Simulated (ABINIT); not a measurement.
## Band-structure run of Ta (part 4 of 4)

The same run, continued: Ta (Im-3m, 1 atom in the cell); Kohn-Sham DFT of a periodic cell, BP86, spin-orbit coupling, JTH PAW PBE v2.0, no spin polarisation (ABINIT 10.8.3); cutoff 517.02 eV, 11×11×11 k-mesh, fermi-dirac of 0.05 eV. The structure derives from an entry of the Crystallography Open Database.

Geometry of the input (Å; fractional positions):
```
-1.6513  1.6513  1.6513
1.6513  -1.6513  1.6513
1.6513  1.6513  -1.6513
Ta 0.0000  0.0000  0.0000
```

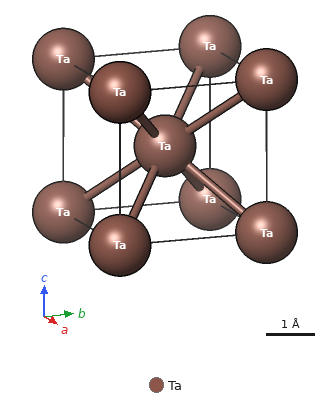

Fig. 1: The structure as given in the input (ball-and-stick view of the cell 2 times as large as that of the calculation, set on its symmetry axes, seen slightly off an axis).

### Log, continued
```
  6.1062E-01  6.1062E-01  8.8641E-01  8.8641E-01  8.8641E-01  8.8641E-01
  9.4425E-01  9.4425E-01  1.3397E+00  1.3444E+00

--- !ResultsGS
iteration_state: {dtset: 2, }
comment   : Summary of ground state results
lattice_vectors:
- [ -3.1204670,   3.1204670,   3.1204670, ]
- [  3.1204670,  -3.1204670,   3.1204670, ]
- [  3.1204670,   3.1204670,  -3.1204670, ]
lattice_lengths: [   5.40481,    5.40481,    5.40481, ]
lattice_angles: [109.471, 109.471, 109.471, ] # degrees, (23, 13, 12)
lattice_volume:   1.2153987E+02
convergence: {deltae:  0.000E+00, res2:  0.000E+00, residm:  9.950E-12, diffor:  0.000E+00, }
etotal    :  -5.90786265E+01
entropy   :   0.00000000E+00
fermie    :   3.68315094E-02
cartesian_stress_tensor: null
pressure_GPa: null
xred      :
- [  0.0000E+00,   0.0000E+00,   0.0000E+00, Ta]
cartesian_forces: null
force_length_stats: {min: null, max: null, mean: null, }
...

 Integrated electronic density in atomic spheres:
 ------------------------------------------------
 Atom  Sphere_radius  Integrated_density
    1        2.41973         10.69176474

================================================================================

 ----iterations are completed or convergence reached----

 Mean square residual over all n,k,spin=   42.277E-13; max=  99.501E-13
 reduced coordinates (array xred) for    1 atoms
       0.000000000000      0.000000000000      0.000000000000

 cartesian coordinates (angstrom) at end:
    1      0.00000000000000     0.00000000000000     0.00000000000000
 length scales=  5.404807313149  5.404807313149  5.404807313149 bohr
              =  2.860100857500  2.860100857500  2.860100857500 angstroms
 Eigenvalues (   eV  ) for nkpt=  30  k points:
 kpt#   1, nband= 34, wtk=  1.00000, kpt=  0.0000  0.0000  0.0000 (reduced coord)
 -66.19509  -66.19509  -37.60415  -37.60415  -29.52915  -29.52915  -29.52915  -29.52915
  -6.84066   -6.84066    1.54405    1.54405    1.54405    1.54405    1.96623    1.96623
   5.01256    5.01256    5.01256    5.01256   16.11668   16.11668   16.11668   16.11668
  16.11668   16.11668   27.14166   27.14166   27.14167   27.14167   27.93974   27.93974
  30.32140   30.32140
 kpt#   2, nband= 34, wtk=  1.00000, kpt=  0.0714 -0.0714  0.0714 (reduced coord)
 -66.18387  -66.18387  -37.63844  -37.63844  -29.61767  -29.61767  -29.57668  -29.57668
  -6.38596   -6.38596    1.48569    1.48569    1.62448    1.62448    2.04240    2.04240
   4.29659    4.29659    5.26065    5.26065   16.88903   16.88903   16.89523   16.89523
  16.92950   16.92950   23.01675   23.01675   27.77660   27.77660   28.06941   28.06941
  29.77047   29.77049
 kpt#   3, nband= 34, wtk=  1.00000, kpt=  0.1429 -0.1429  0.1429 (reduced coord)
 -66.15314  -66.15314  -37.73019  -37.73019  -29.83974  -29.83974  -29.71097  -29.71097
  -5.13836   -5.13836    1.45469    1.45469    1.69873    1.69873    2.43710    2.43710
   2.84974    2.84974    5.85069    5.85069   18.53126   18.53126   18.61529   18.61529
  18.98530   18.98530   19.04775   19.04775   26.15841   26.15841   27.86498   27.86498
  29.77139   29.77177
 kpt#   4, nband= 34, wtk=  1.00000, kpt=  0.2143 -0.2143  0.2143 (reduced coord)
 -66.11057  -66.11057  -37.85189  -37.85189  -30.10033  -30.10033  -29.90758  -29.90758
  -3.44792   -3.44792    0.84643    0.84643    1.71487    1.71487    2.11897    2.11897
   3.59037    3.59037    6.16810    6.16810   15.92348   15.92348   20.36811   20.36811
  20.75172   20.75172   21.30286   21.30286   24.46733   24.46733   25.70292   25.70292
  33.15943   33.52712
 kpt#   5, nband= 34, wtk=  1.00000, kpt=  0.2857 -0.2857  0.2857 (reduced coord)
 -66.06593  -66.06593  -37.97194  -37.97194  -30.31565  -30.31565  -30.12867  -30.12867
  -2.01427   -2.01427   -0.66522   -0.66522    2.44860    2.44860    2.94638    2.94638
   4.85261    4.85261    5.86718    5.86718   16.15636   16.15636   18.27814   18.27814
  19.46341   19.46341   21.91512   21.91512   27.27865   27.27865   27.83256   27.83257
  28.86727   28.86766
 kpt#   6, nband= 34, wtk=  1.00000, kpt=  0.3571 -0.3571  0.3571 (reduced coord)
 -66.02811  -66.02811  -38.06686  -38.06686  -30.44805  -30.44805  -30.32987  -30.32987
  -1.82198   -1.82198   -1.80840   -1.80840    3.73688    3.73688    4.36252    4.36252
   6.21885    6.21885    6.53167    6.53167   14.74418   14.74418   15.97987   15.97987
  18.07627   18.07627   23.07336   23.07336   24.58168   24.58168   28.34992   28.34999
  31.47211   31.57663
 kpt#   7, nband= 34, wtk=  1.00000, kpt=  0.4286 -0.4286  0.4286 (reduced coord)
 -66.00330  -66.00330  -38.12556  -38.12556  -30.50610  -30.50610  -30.46994  -30.46994
  -2.53775   -2.53775   -2.44347   -2.44347    5.61198    5.61198    6.28405    6.28405
   7.37753    7.37753    8.40175    8.40175   11.54750   11.54750   12.61870   12.61870
  18.01189   18.01189   23.39543   23.39543   23.84345   23.84345   26.43471   26.43471
  35.08475   35.13197
 kpt#   8, nband= 34, wtk=  1.00000, kpt=  0.5000 -0.5000  0.5000 (reduced coord)
 -65.99472  -65.99472  -38.14518  -38.14518  -30.52006  -30.52006  -30.52006  -30.52006
  -2.77933   -2.77933   -2.77933   -2.77933    7.58133    7.58133    7.58133    7.58133
   8.19991    8.19991    8.38915    8.38915   10.46801   10.46801   10.46801   10.46801
  16.61568   16.61568   24.12039   24.12039   24.12039   24.12039   25.69440   25.69440
  36.45503   36.58357
 kpt#   9, nband= 34, wtk=  1.00000, kpt=  0.4000 -0.4000  0.5000 (reduced coord)
 -66.00292  -66.00292  -38.12668  -38.12668  -30.52857  -30.52857  -30.45066  -30.45066
  -2.52855   -2.52855   -2.45420   -2.45420    5.34436    5.34436    6.02057    6.02057
   7.88604    7.88604    9.45244    9.45244   10.87819   10.87819   12.01472   12.01472
  18.30822   18.30822   23.41666   23.41666   23.70018   23.70018   26.42778   26.42778
  34.48050   34.50280
 kpt#  10, nband= 34, wtk=  1.00000, kpt=  0.3000 -0.3000  0.5000 (reduced coord)
 -66.02434  -66.02434  -38.07923  -38.07923  -30.54753  -30.54753  -30.26433  -30.26433
  -2.00617   -2.00617   -1.51904   -1.51904    2.95821    2.95821    3.55237    3.55237
   8.08817    8.08817    9.36868    9.36868   11.54388   11.54388   14.16517   14.16517
  20.15701   20.15701   22.24995   22.24995   24.12629   24.12629   28.20931   28.20931
  31.12253   31.12258
 kpt#  11, nband= 34, wtk=  1.00000, kpt=  0.2000 -0.2000  0.5000 (reduced coord)
 -66.05071  -66.05071  -38.02250  -38.02250  -30.56431  -30.56431  -30.02406  -30.02406
  -2.13076   -2.13076   -0.08702   -0.08702    1.14145    1.14145    2.75689    2.75689
   8.28065    8.28065    8.56345    8.56345   12.09732   12.09732   15.96270   15.96270
  17.74959   17.74959   21.92696   21.92696   28.05772   28.05772   28.81460   28.81460
  29.12749   29.12749
 kpt#  12, nband= 34, wtk=  1.00000, kpt=  0.1000 -0.1000  0.5000 (reduced coord)
 -66.07197  -66.07197  -37.97828  -37.97828  -30.57238  -30.57238  -29.82081  -29.82081
  -2.95765   -2.95765   -0.12360   -0.12360    1.61554    1.61554    3.93524    3.93524
   6.91768    6.91768    8.65994    8.65994   12.50841   12.50841   14.59283   14.59283
  17.35004   17.35004   22.74742   22.74742   27.71703   27.71703   28.08591   28.08592
  31.00993   31.01262
 kpt#  13, nband= 34, wtk=  1.00000, kpt=  0.0000  0.0000  0.5000 (reduced coord)
 -66.08007  -66.08007  -37.96175  -37.96175  -30.57414  -30.57414  -29.74090  -29.74090
  -3.34737   -3.34737   -0.56275   -0.56275    2.71565    2.71565    4.83101    4.83101
   5.86270    5.86270    8.76080    8.76080   12.69529   12.69529   13.04260   13.04260
  17.86119   17.86119   23.53980   23.53980   27.18400   27.18401   27.77094   27.77107
  30.72173   31.14264
 kpt#  14, nband= 34, wtk=  1.00000, kpt=  0.0000  0.0000  0.4000 (reduced coord)
 -66.09115  -66.09115  -37.92693  -37.92693  -30.48398  -30.48398  -29.72181  -29.72181
  -3.38828   -3.38828   -0.39214   -0.39214    1.77890    1.77890    4.88406    4.88406
   5.69412    5.69412    7.57370    7.57370   13.54524   13.54524   13.98356   13.98356
  19.53039   19.53039   24.52800   24.52800   25.30255   25.30255   26.85161   26.85161
  27.13340   27.13340
 kpt#  15, nband= 34, wtk=  1.00000, kpt=  0.0000  0.0000  0.3000 (reduced coord)
 -66.12006  -66.12006  -37.83645  -37.83645  -30.23923  -30.23923  -29.67073  -29.67073
  -3.94288   -3.94288    0.08606    0.08606    0.87540    0.87540    4.55930    4.55930
   5.18596    5.18596    5.54241    5.54241   15.32962   15.32962   16.46562   16.46562
  21.97887   21.97887   22.86639   22.86639   23.70823   23.70823   25.04809   25.04809
  27.43145   27.43145
 kpt#  16, nband= 34, wtk=  1.00000, kpt=  0.0000  0.0000  0.2000 (reduced coord)
 -66.15560  -66.15560  -37.72594  -37.72594  -29.91759  -29.91759  -29.60535  -29.60535
  -5.23457   -5.23457    0.75561    0.75561    1.12967    1.12967    3.40719    3.40719
   4.29494    4.29494    5.11739    5.11739   16.76209   16.76209   18.48352   18.48352
  18.98881   18.98881   22.20801   22.20801   23.49624   23.49624   26.65554   26.65554
  29.64786   29.64786
 kpt#  17, nband= 34, wtk=  1.00000, kpt=  0.0000  0.0000  0.1000 (reduced coord)
 -66.18420  -66.18420  -37.63765  -37.63765  -29.63984  -29.63984  -29.55055  -29.55055
  -6.39811   -6.39811    1.35040    1.35040    1.55883    1.55883    2.20500    2.20500
   4.61437    4.61437    5.02042    5.02042   16.48428   16.48428   16.88584   16.88584
  17.19393   17.19393   24.16699   24.16699   25.47413   25.47413   28.68153   28.68153
  29.79663   29.79663
 kpt#  18, nband= 34, wtk=  1.00000, kpt=  0.0000  0.0000  0.0000 (reduced coord)
 -66.19509  -66.19509  -37.60415  -37.60415  -29.52915  -29.52915  -29.52915  -29.52915
  -6.84066   -6.84066    1.54405    1.54405    1.54405    1.54405    1.96623    1.96623
   5.01256    5.01256    5.01256    5.01256   16.11668   16.11668   16.11668   16.11668
  16.11668   16.11668   27.14166   27.14166   27.14167   27.14167   27.93974   27.93974
  30.32140   30.32140
 kpt#  19, nband= 34, wtk=  1.00000, kpt=  0.0417  0.0417  0.0417 (reduced coord)
 -66.18380  -66.18380  -37.63897  -37.63897  -29.64844  -29.64844  -29.54680  -29.54680
  -6.38061   -6.38061    1.34442    1.34442    1.47452    1.47452    2.29033    2.29033
   4.76956    4.76956    4.87255    4.87255   16.40202   16.40202   17.07721   17.07721
  17.12883   17.12883   24.61455   24.61455   25.32570   25.32570   27.16826   27.16826
  31.62043   31.62081
 kpt#  20, nband= 34, wtk=  1.00000, kpt=  0.0833  0.0833  0.0833 (reduced coord)
 -66.15465  -66.15465  -37.72958  -37.72958  -29.93150  -29.93150  -29.60460  -29.60460
  -5.14901   -5.14901    0.73444    0.73444    0.75079    0.75079    3.82614    3.82614
   4.61433    4.61433    4.91182    4.91182   17.25784   17.25784   18.11972   18.11972
  18.46270   18.46270   22.46499   22.46499   24.31604   24.31604   24.60471   24.60471
  31.48298   31.48301
 kpt#  21, nband= 34, wtk=  1.00000, kpt=  0.1250  0.1250  0.1250 (reduced coord)
 -66.11941  -66.11941  -37.83964  -37.83964  -30.22360  -30.22360  -29.71183  -29.71183
  -3.46804   -3.46804   -0.06563   -0.06563    0.02990    0.02990    4.89541    4.89541
   5.21176    5.21176    6.41103    6.41103   16.71107   16.71107   17.59292   17.59292
  17.94520   17.94520   18.68355   18.68355   27.54500   27.54500   27.76858   27.76858
  28.34516   28.34522
 kpt#  22, nband= 34, wtk=  1.00000, kpt=  0.1667  0.1667  0.1667 (reduced coord)
 -66.09076  -66.09076  -37.92738  -37.92738  -30.39889  -30.39889  -29.87025  -29.87025
  -1.68949   -1.68949   -0.53930   -0.53930   -0.36081   -0.36081    5.36949    5.36949
   5.69911    5.69911    9.36906    9.36906   12.81823   12.81823   15.70200   15.70200
  16.19492   16.19492   20.67796   20.67796   26.84521   26.84521   29.72329   29.72345
  29.74687   29.74695
 kpt#  23, nband= 34, wtk=  1.00000, kpt=  0.2083  0.2083  0.2083 (reduced coord)
 -66.07574  -66.07574  -37.97097  -37.97097  -30.40375  -30.40375  -30.06434  -30.06434
  -0.74110   -0.74110   -0.32705   -0.32705   -0.15706   -0.15706    5.78821    5.78821
   6.00659    6.00659    9.32816    9.32816   12.01064   12.01064   14.60980   14.60980
  15.06057   15.06057   23.23891   23.23891   27.41924   27.41925   27.97615   27.97615
  28.03548   28.03548
 kpt#  24, nband= 34, wtk=  1.00000, kpt=  0.2500  0.2500  0.2500 (reduced coord)
 -66.07247  -66.07247  -37.97975  -37.97975  -30.26208  -30.26208  -30.26208  -30.26208
  -0.56867   -0.56867   -0.00922   -0.00922   -0.00922   -0.00922    6.03266    6.03266
   6.03266    6.03266    8.08009    8.08009   13.66765   13.66765   14.05487   14.05487
  14.05487   14.05487   26.36253   26.36253   26.36253   26.36253   26.36256   26.36259
  29.57359   29.59100
 kpt#  25, nband= 34, wtk=  1.00000, kpt=  0.2917  0.1250  0.2917 (reduced coord)
 -66.07225  -66.07225  -37.98022  -37.98022  -30.42672  -30.42672  -30.07474  -30.07474
  -1.14338   -1.14338   -0.05929   -0.05929    0.28695    0.28695    5.74256    5.74256
   6.00942    6.00942    8.74234    8.74234   13.16873   13.16873   13.24196   13.24196
  15.84313   15.84313   24.41399   24.41399   24.53443   24.53443   29.66532   29.71791
  29.91573   29.93038
 kpt#  26, nband= 34, wtk=  1.00000, kpt=  0.3333  0.0000  0.3333 (reduced coord)
 -66.06564  -66.06564  -37.99431  -37.99431  -30.53163  -30.53163  -29.98031  -29.98031
  -1.44992   -1.44992   -0.13458   -0.13458    0.17962    0.17962    5.30474    5.30474
   5.71121    5.71121    9.69550    9.69550   13.02243   13.02243   13.08500   13.08500
  18.49959   18.49959   22.55714   22.55714   22.79672   22.79672   31.52232   31.59844
  31.66372   31.68051
 kpt#  27, nband= 34, wtk=  1.00000, kpt=  0.3750 -0.1250  0.3750 (reduced coord)
 -66.04843  -66.04843  -38.02976  -38.02976  -30.57080  -30.57080  -30.05676  -30.05676
  -0.77017   -0.77017   -0.55658   -0.55658   -0.50510   -0.50510    5.25089    5.25089
   5.63662    5.63662   10.43159   10.43159   12.88509   12.88509   13.17114   13.17114
  21.56618   21.56618   21.69043   21.69043   21.89537   21.89537   29.51137   29.51138
  32.28906   32.29194
 kpt#  28, nband= 34, wtk=  1.00000, kpt=  0.4167 -0.2500  0.4167 (reduced coord)
 -66.02438  -66.02438  -38.08004  -38.08004  -30.56083  -30.56083  -30.25379  -30.25379
  -1.71866   -1.71866   -1.61530   -1.61530    1.73962    1.73962    5.86104    5.86104
   6.12408    6.12408   10.85831   10.85831   12.03406   12.03406   12.50629   12.50629
  21.86121   21.86121   22.24747   22.24747   22.37871   22.37871   28.45994   28.45994
  30.12975   30.12975
 kpt#  29, nband= 34, wtk=  1.00000, kpt=  0.4583 -0.3750  0.4583 (reduced coord)
 -66.00317  -66.00317  -38.12618  -38.12618  -30.53352  -30.53352  -30.44393  -30.44393
  -2.49117   -2.49117   -2.46387   -2.46387    4.92030    4.92030    6.99194    6.99194
   7.02298    7.02298    9.97036    9.97036   11.24294   11.24294   11.33040   11.33040
  18.46857   18.46857   23.49122   23.49122   23.54073   23.54073   26.46476   26.46476
  33.90437   33.90442
 kpt#  30, nband= 34, wtk=  1.00000, kpt=  0.5000 -0.5000  0.5000 (reduced coord)
 -65.99472  -65.99472  -38.14518  -38.14518  -30.52006  -30.52006  -30.52006  -30.52006
  -2.77933   -2.77933   -2.77933   -2.77933    7.58133    7.58133    7.58133    7.58133
   8.19991    8.19991    8.38915    8.38915   10.46801   10.46801   10.46801   10.46801
  16.61568   16.61568   24.12039   24.12039   24.12039   24.12039   25.69440   25.69440
  36.45503   36.58357

== END DATASET(S) ==============================================================
================================================================================

 -outvars: echo values of variables after computation  --------
            acell      5.4048073131E+00  5.4048073131E+00  5.4048073131E+00 Bohr
           etotal1    -5.9078626512E+01
            fcart1    -0.0000000000E+00 -0.0000000000E+00 -0.0000000000E+00
            rprim     -5.7735026920E-01  5.7735026920E-01  5.7735026920E-01
                       5.7735026920E-01 -5.7735026920E-01  5.7735026920E-01
                       5.7735026920E-01  5.7735026920E-01 -5.7735026920E-01
           strten1    -7.0699101088E-05 -7.0699101088E-05 -7.0699101088E-05
                       0.0000000000E+00  0.0000000000E+00  0.0000000000E+00
 Calculation completed.
```

### Key numbers

| quantity | value |
| --- | --- |
| outcome | converged |
| space group (tolerance 0.01 Å) | Im-3m (229) |
| electrons treated | 13 |
| free energy | −1607.6113 eV |
| Fermi energy | 1.002 eV |
| gap on the k-point mesh | none (metallic) |
| pressure | 2.08 GPa |
| largest force (length of the vector) | under 0.001 eV/Å |
| hardware | 1 thread of Arm Neoverse V2, 24 GiB of memory available, shared host |
| wall time | 54 s |
| peak memory | 0.12 GiB |
